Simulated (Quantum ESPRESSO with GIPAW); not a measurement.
**17O and 139La NMR of La2O3, calculated**

Aim: the magnetic shielding of every site in La2O3.

Calculated with Quantum ESPRESSO with GIPAW 8.0dev (patched build); DFT, PBEsol, plane-wave PAW (pslibrary 1.0.0 recipes), scalar-relativistic, GIPAW; a patched development version of the program.

## (1) Starting point

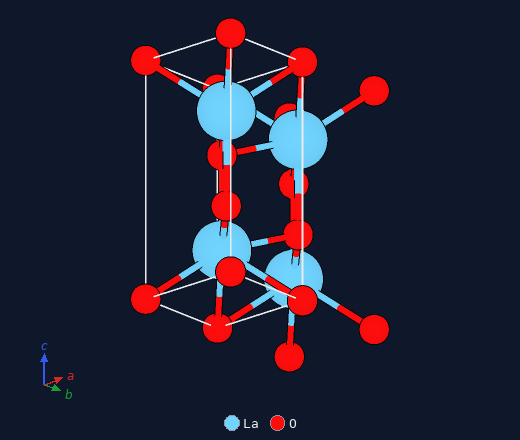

The cell as given, from a free direction (lanthanum blue, oxygen red). 1×2×1 cells are drawn. Bonds to atoms that aren't drawn are left out. Some periodic images of atoms are drawn too.

The cell is a computed entry of the Materials Project; it need not be the form that is stable at ambient conditions.

This structure had its atoms relaxed beforehand (DFT, PBEsol, plane-wave PAW (pslibrary 1.0.0 recipes), Quantum ESPRESSO with GIPAW), starting from the database entry, since shieldings follow bond lengths closely.

## (2) Self-consistent run

First the ground state. The response equations take the occupied wavefunctions as exact, so conv_thr is set much tighter than for an energy. No empty states are asked for: the response is solved without them. The mesh has a spacing of 0.35 Å⁻¹ at most. The PAW files were made with ld1.x from the pslibrary 1.0.0 recipes, with GIPAW reconstruction switched on.

The input, scf.in:

```
&control
  calculation = 'scf'
  prefix = 'x'
  outdir = './tmp/'
  pseudo_dir = './'
/
&system
  ibrav = 0
  nat = 5
  ntyp = 2
  ecutwfc = 85
  ecutrho = 540
  nbnd = 20
/
&electrons
  conv_thr = 1.0d-10
  mixing_beta = 0.7
  electron_maxstep = 100
/
ATOMIC_SPECIES
  La 138.905 La.pbesol-spfn-kjpaw_psl.1.0.0-gipaw.UPF
  O 15.999 O.pbesol-n-kjpaw_psl.1.0.0-gipaw.UPF
CELL_PARAMETERS angstrom
  3.93077788 0.00000000 0.00000000
  -1.96538894 3.40415350 0.00000000
  0.00000000 0.00000000 6.11195352
ATOMIC_POSITIONS crystal
  La 0.33333333 0.66666667 0.24710495
  La 0.66666667 0.33333333 0.75289505
  O 0.00000000 -0.00000000 0.00000000
  O 0.33333333 0.66666667 0.64555584
  O 0.66666667 0.33333333 0.35444416
K_POINTS automatic
  6 6 3 0 0 0
```

On the command line:

```sh
mpirun -np 4 pw.x -nk 4 -in scf.in > scf.out
```

The program printed:

```text
using ibrav=0 with symmetry is DISCOURAGED, use correct ibrav instead

     bravais-lattice index     =            0
     lattice parameter (alat)  =       7.4281  a.u.
     unit-cell volume          =     551.9049 (a.u.)^3
     number of atoms/cell      =            5
     number of atomic types    =            2
     number of electrons       =        40.00
     number of Kohn-Sham states=           20
     kinetic-energy cutoff     =      85.0000  Ry
     charge density cutoff     =     540.0000  Ry
     scf convergence threshold =      1.0E-10
     mixing beta               =       0.7000
     number of iterations used =            8  plain     mixing
     Exchange-correlation= SLA-PW-PSX-PSC
                           (   1   4  10   8   0   0   0)
[...]
La               11.00   138.90500     La( 1.00)
     O                 6.00    15.99900     O ( 1.00)

     12 Sym. Ops., with inversion, found
[...]
number of k points=    17
[...]
Dense  grid:   116953 G-vectors     FFT dimensions: (  60,  60,  90)

     Smooth grid:    58387 G-vectors     FFT dimensions: (  45,  45,  72)

     Check: negative core charge=   -0.000002

     Initial potential from superposition of free atoms

     starting charge      39.9455, renormalised to      40.0000
     Starting wfcs are   52 randomized atomic wfcs

     Self-consistent Calculation

     iteration #  1     ecut=    85.00 Ry     beta= 0.70
     Davidson diagonalization with overlap
     ethr =  1.00E-02,  avg # of iterations =  1.0

     total energy              =   -1026.70460562 Ry
     estimated scf accuracy    <       1.62627524 Ry

     iteration #  2     ecut=    85.00 Ry     beta= 0.70
     Davidson diagonalization with overlap
     ethr =  4.07E-03,  avg # of iterations =  7.2

     total energy              =   -1027.04156723 Ry
     estimated scf accuracy    <       3.54621184 Ry

     iteration #  3     ecut=    85.00 Ry     beta= 0.70
     Davidson diagonalization with overlap
     ethr =  4.07E-03,  avg # of iterations =  3.1

     total energy              =   -1026.99414600 Ry
     estimated scf accuracy    <       0.56629414 Ry

[...]
total energy              =   -1027.60734605 Ry
[...]
iteration # 52     ecut=    85.00 Ry     beta= 0.70
     Davidson diagonalization with overlap
     ethr =  7.00E-13,  avg # of iterations =  1.8

     total energy              =   -1027.60734605 Ry
     estimated scf accuracy    <          5.4E-10 Ry

     iteration # 53     ecut=    85.00 Ry     beta= 0.70
     Davidson diagonalization with overlap
     ethr =  7.00E-13,  avg # of iterations =  5.8

     End of self-consistent calculation
     [one-electron energies left out]

!    total energy              =   -1027.60734605 Ry
     total all-electron energy =    -34411.709250 Ry
     estimated scf accuracy    <          1.2E-11 Ry

     The total energy is the sum of the following terms:
     one-electron contribution =     -21.11889176 Ry
     hartree contribution      =      39.21484380 Ry
     xc contribution           =    -166.92465836 Ry
     ewald contribution        =    -195.77200658 Ry
     one-center paw contrib.   =    -683.00663315 Ry

     convergence has been achieved in  53 iterations
[...]
JOB DONE.
```

The job ended after 2.5 min (4 MPI ranks of Arm Neoverse V2, shared host; peak memory 1.5 GiB; 10 min of CPU time).

It converged in 53 cycles to an estimated accuracy of 1e-11 Ry, on 17 irreducible k-points.

## (3) Magnetic response

A uniform field breaks periodicity, so gipaw.x applies it as a wave of small q and takes the limit. It solves for the first-order states, builds the induced current and gets the field at each nucleus by Biot–Savart; the PAW spheres add what the smooth waves miss near the nuclei. pawproj makes the reconstruction use the PAW data sets' own projectors.

The input, nmr.in:

```
&inputgipaw
  job = 'nmr'
  prefix = 'x'
  tmp_dir = './tmp/'
  restart_mode = 'from_scratch'
  verbosity = 'low'
  q_gipaw = 0.01
  spline_ps = .true.
  conv_threshold = 1.0d-11
  use_nmr_macroscopic_shape = .false.
  pawproj(1) = .true.
  pawproj(2) = .true.
/
```

On the command line:

```sh
mpirun -np 4 gipaw.x -in nmr.in > nmr.out
```

The program printed:

```text
[banner, memory and clock lines left out]
[a note of our patched build left out]

     Parallelizing q-star over 1 images

     IMPORTANT: XC functional enforced from input :
     Exchange-correlation= PBESOL
                           (   1   4  10   8   0   0   0)
     Any further DFT definition will be discarded
     Please, verify this is what you really want

     Check: negative core charge=   -0.000002
[...]
projs nearly linearly dependent: l=0  n1,n2= 1, 2  s=  0.99388769
[...]
WARNING: some symmetry operations do not permute x, y and z, so the susceptibility and the shape term are
     wrong: all shieldings move alike (in wurtzite BN nosym gave 13 and 6 ppm more at 3 and 6 points an axis).
     Run pw.x with nosym, and raise the mesh until the susceptibility stays

     alpha_pv=     59.3924 eV

     spline_ps is .false., expect some extrapolation errors

     q-space interpolation up to   102.00 Rydberg

     GIPAW job: nmr
     NMR macroscopic correction: no
[...]
Computing the magnetic susceptibility     isolve=0    ethr=  0.1000E-10
     Starting from scratch
     k-point #    1 of    17      pool #  1    cpu time:       1.9
[...]
End of magnetic susceptibility calculation

     f-sum rule (1st term):
           -43.2128          0.0000          0.0000
             0.0000        -43.2128          0.0000
             0.0000          0.0000        -43.2199

     f-sum rule (2nd term):
            -0.3605          0.0000         -0.0000
             0.0000         -0.3605         -0.0000
            -0.0000         -0.0000         -0.3552

     f-sum rule (should be   -43.5731):
           -43.5733          0.0000         -0.0000
             0.0000        -43.5733         -0.0000
            -0.0000         -0.0000        -43.5751

[... susceptibilities left out ...]
     Contributions to the NMR chemical shifts: -------------------------------

     Macroscopic shape contribution in ppm:                    0.00
             0.0000          0.0000          0.0000
             0.0000          0.0000          0.0000
             0.0000          0.0000          0.0000

     Core contribution in ppm:

     Atom  1  La  pos: ( -0.000000  0.577350  0.384223)  core sigma:        6274.01
     Atom  2  La  pos: (  0.500000  0.288675  1.170674)  core sigma:        6274.01
     Atom  3  O   pos: (  0.000000  0.000000  0.000000)  core sigma:         270.50
     Atom  4  O   pos: ( -0.000000  0.577350  1.003773)  core sigma:         270.50
     Atom  5  O   pos: (  0.500000  0.288675  0.551124)  core sigma:         270.50

     Bare contribution in ppm:

     Atom  1  La  pos: ( -0.000000  0.577350  0.384223)  bare sigma:         -10.58
[...]
Atom  2  La  pos: (  0.500000  0.288675  1.170674)  bare sigma:         -10.58
[...]
Atom  3  O   pos: (  0.000000  0.000000  0.000000)  bare sigma:        -119.38
[...]
Atom  4  O   pos: ( -0.000000  0.577350  1.003773)  bare sigma:        -141.11
[...]
Atom  5  O   pos: (  0.500000  0.288675  0.551124)  bare sigma:        -141.11
[...]
Diamagnetic contribution in ppm:

     Atom  1  La  pos: ( -0.000000  0.577350  0.384223)  dia sigma:         -31.39
[...]
Atom  2  La  pos: (  0.500000  0.288675  1.170674)  dia sigma:         -31.39
[...]
Atom  3  O   pos: (  0.000000  0.000000  0.000000)  dia sigma:          16.86
[...]
Atom  4  O   pos: ( -0.000000  0.577350  1.003773)  dia sigma:          17.21
[...]
Atom  5  O   pos: (  0.500000  0.288675  0.551124)  dia sigma:          17.21
[...]
Paramagnetic contribution in ppm:

     Atom  1  La  pos: ( -0.000000  0.577350  0.384223)  para sigma:       -4927.08
[...]
Atom  2  La  pos: (  0.500000  0.288675  1.170674)  para sigma:       -4927.08
[...]
Atom  3  O   pos: (  0.000000  0.000000  0.000000)  para sigma:        -314.57
[...]
Atom  4  O   pos: ( -0.000000  0.577350  1.003773)  para sigma:        -376.83
[...]
Atom  5  O   pos: (  0.500000  0.288675  0.551124)  para sigma:        -376.83
[...]
Paramagnetic US occ-occ contribution in ppm:

     Atom  1  La  pos: ( -0.000000  0.577350  0.384223)  para_oo sigma:         -13.78
[...]
Atom  2  La  pos: (  0.500000  0.288675  1.170674)  para_oo sigma:         -13.78
[...]
Atom  3  O   pos: (  0.000000  0.000000  0.000000)  para_oo sigma:          -0.03
[...]
Atom  4  O   pos: ( -0.000000  0.577350  1.003773)  para_oo sigma:          -0.53
[...]
Atom  5  O   pos: (  0.500000  0.288675  0.551124)  para_oo sigma:          -0.53
[...]
Paramagnetic US L_R Q_R contribution in ppm:

     Atom  1  La  pos: ( -0.000000  0.577350  0.384223)  para_lq sigma:        2380.76
[...]
Atom  2  La  pos: (  0.500000  0.288675  1.170674)  para_lq sigma:        2380.76
[...]
Atom  3  O   pos: (  0.000000  0.000000  0.000000)  para_lq sigma:        -241.43
[...]
Atom  4  O   pos: ( -0.000000  0.577350  1.003773)  para_lq sigma:        -238.66
[...]
Atom  5  O   pos: (  0.500000  0.288675  0.551124)  para_lq sigma:        -238.66
[...]
Total NMR chemical shifts in ppm: ---------------------------------------
     (adopting the Simpson convention for anisotropy and asymmetry)-----------

     Atom  1  La  pos: ( -0.000000  0.577350  0.384223)  Total sigma:        3671.94
          3848.1564          0.0000          0.0000
             0.0000       3848.1564         -0.0000
             0.0000         -0.0000       3319.5098

     La      1    anisotropy:   -528.65    eta:    0.0000
[...]
Atom  2  La  pos: (  0.500000  0.288675  1.170674)  Total sigma:        3671.94
[... its tensor is left out ...]
     Atom  3  O   pos: (  0.000000  0.000000  0.000000)  Total sigma:        -388.04
          -421.8453          0.0000         -0.0000
             0.0000       -421.8453          0.0000
             0.0000         -0.0000       -320.4438

     O       3    anisotropy:    101.40    eta:    0.0000
[...]
Atom  4  O   pos: ( -0.000000  0.577350  1.003773)  Total sigma:        -469.41
          -405.3188         -0.0000          0.0000
            -0.0000       -405.3188         -0.0000
             0.0000         -0.0000       -597.5994

     O       4    anisotropy:   -192.28    eta:    0.0000
[...]
Atom  5  O   pos: (  0.500000  0.288675  0.551124)  Total sigma:        -469.41
[... its tensor is left out ...]
```

It took 7.2 min on 4 MPI ranks; peak memory 1.2 GiB.

The f-sum rule is met to 0.0020 of 43.6 (0.005 %). Converged shieldings require that this miss be small, but a small miss does not prove them. gipaw.x warns that with these symmetry operations the susceptibility and the shape term are unreliable; the other terms are not touched.

From the symmetric part of each tensor, with principal values σ11 ≤ σ22 ≤ σ33: σ_iso is their mean, the span is σ33 − σ11 and the skew 3(σ_iso − σ22)/span. (gipaw.x prints an anisotropy in another convention.)

```
site  atom no.  atoms in cell  σ_iso (ppm)  span (ppm)   skew
  La         1              2         3672         529  -1.00
O(1)         3              1       -388.0       101.4   1.00
O(2)         4              2       -469.4       192.3  -1.00
```

The macroscopic shape term is switched off. For a spherical sample the valence susceptibility of this run would add about 5 ppm to every site, a rough estimate, since the susceptibility converges slowly and lacks part of the PAW terms, above all in hexagonal and trigonal cells. Differences within the crystal don't depend on it, but shieldings of different compounds can't be compared to better than a few ppm without it.

An axis of order three or more runs through La, O(1) and O(2), so two principal values coincide and the skew is ±1. In this run the largest span among the lighter atoms is that of O(2) (site symmetry 3m), with principal values -597.6, -405.3 and -405.3 ppm.

How the isotropic values are made up (ppm). The core part is that of the free atom's core; bare is the current of the smooth valence states; the last two are what the PAW spheres add to the diamagnetic and the paramagnetic current:

```
site    core    bare  reconstruction, dia  reconstruction, para
  La  6274.0   -10.6                -31.4               -2560.1
O(1)   270.5  -119.4                 16.9                -556.0
O(2)   270.5  -141.1                 17.2                -616.0
```

17O and 139La also have a quadrupolar coupling here. It is not given: on PAW files the efg job of this gipaw.x leaves out the augmentation charge of neighbouring atoms and can miss by tens of per cent.

## (4) From shieldings to shifts

Covalently bonded atoms count as neighbours within 1.18 times the sum of their radii. Otherwise a cation's neighbours lie within 1.2 times its shortest bond (1.3 for large cations, each anion's radius taken off where they differ), and an anion's are the cations that count it.

```
site  atom no.  atoms in cell  surroundings     bonds (Å)  σ_iso (ppm)
  La         1              2          LaO7  2.36 to 2.73         3672
O(1)         3              1  bound to La6         2.726       -388.0
O(2)         4              2  bound to La4  2.36 to 2.44       -469.4
```

By surroundings the O shieldings are 4-coordinate: -469.4; 6-coordinate: -388.0 ppm.

## (5) Summary of results

```yaml
17o_shielding_without_shape_term: -469.4, -388.0 ppm
139la_shielding_without_shape_term: 3672 ppm
```

What this shows: 17O has 2 sites, in the ratio 2:1: O(2) (bound to La4) at a shielding of -469.4 and O(1) (bound to La6) at a shielding of -388.0 ppm, shape term left out. A shift needs a reference, δ = σ_ref − σ, fixed on measured compounds; for 17O of this kind at this level too few were at hand, or they scattered too widely about a line, so none is given. No sound run at another cutoff or mesh is at hand, so convergence rests on the f-sum rule and on experience with these files. Spin-orbit coupling is missing, which matters for La. Semilocal functionals place the empty 4f states of La too low, which is known to deshield neighbouring O too much. The scalar-relativistic files are used with non-relativistic response operators, which weighs most on the heavy atoms' own shieldings. This build of gipaw.x prints that it is not audited and that its numbers are no references by themselves. It also reports spline_ps as false although the input sets it; why was not traced.

[Banner, clock, file and message-heading lines were taken out of the pw.x and gipaw.x logs.]

[Logs are printed without paths, hosts, clocks, repeated set-up lines and the standing remarks that a program may print on its own settings, such as how far it seeks lower states.]

[Hosts, paths, dates, database ids (printed as entryN), source tags and the programs' standing remarks are cut or masked in the printed files.]

[Where no reference line passes its bar on scatter, no shift is given, so a measured shift of this compound may stand uncompared.]
